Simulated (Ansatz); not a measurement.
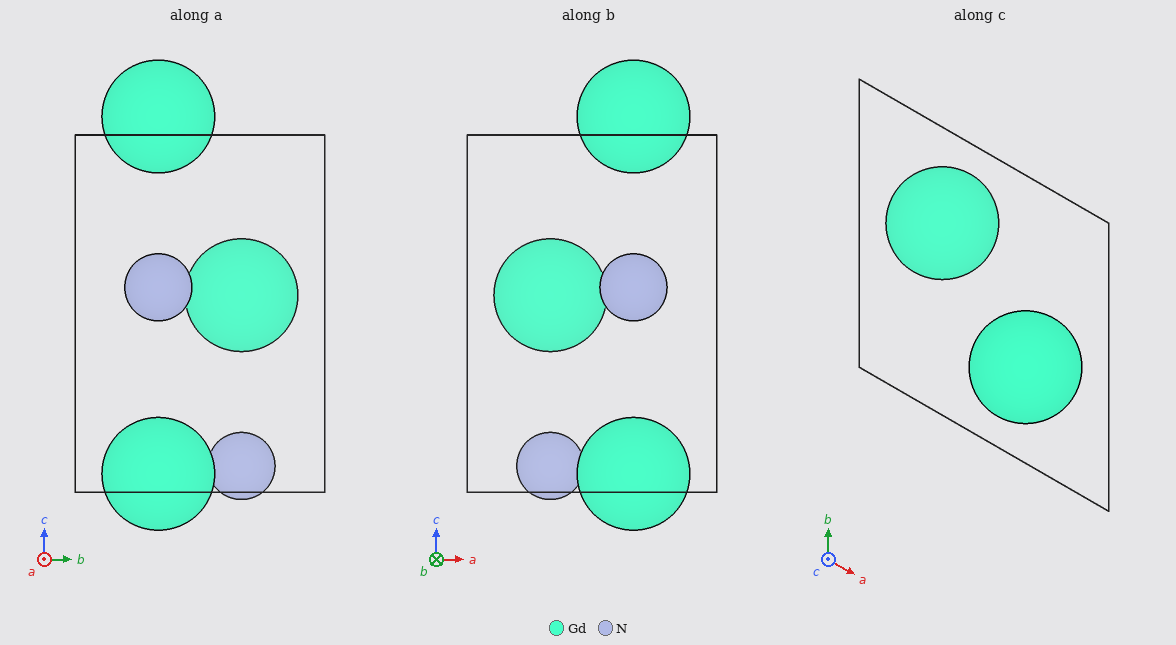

View along the a axis, along the b axis and along the c axis, drawn as a spheres-only model. The lines enclose the conventional unit cell; boundary atoms appear with their images.

Lattice parameters: a = 4.0217 Å, b = 4.0217 Å, c = 4.9881 Å, α = 90.000°, β = 90.000°, γ = 120.000°.

Convert the drawing into a CIF with its space group and independent sites, with free fractional coordinates to two decimals.

Answer.
```cif
data_structure
_symmetry_space_group_name_H-M 'P 63 m c'
_symmetry_Int_Tables_number 186
_cell_length_a 4.0217
_cell_length_b 4.0217
_cell_length_c 4.9881
_cell_angle_alpha 90.000
_cell_angle_beta 90.000
_cell_angle_gamma 120.000
_cell_volume 69.87
loop_
_atom_site_label
_atom_site_type_symbol
_atom_site_symmetry_multiplicity
_atom_site_Wyckoff_symbol
_atom_site_fract_x
_atom_site_fract_y
_atom_site_fract_z
_atom_site_occupancy
Gd1 Gd 2 b 0.6667 0.3333 0.05 1
N1 N 2 b 0.6667 0.3333 0.57 1
```

Provenance: a structure type filled with these elements by a generator (whether the compound takes this form wasn't checked). Relaxation method: Ansatz, DFT PBEsol, scalar-relativistic, plane waves, PAW.
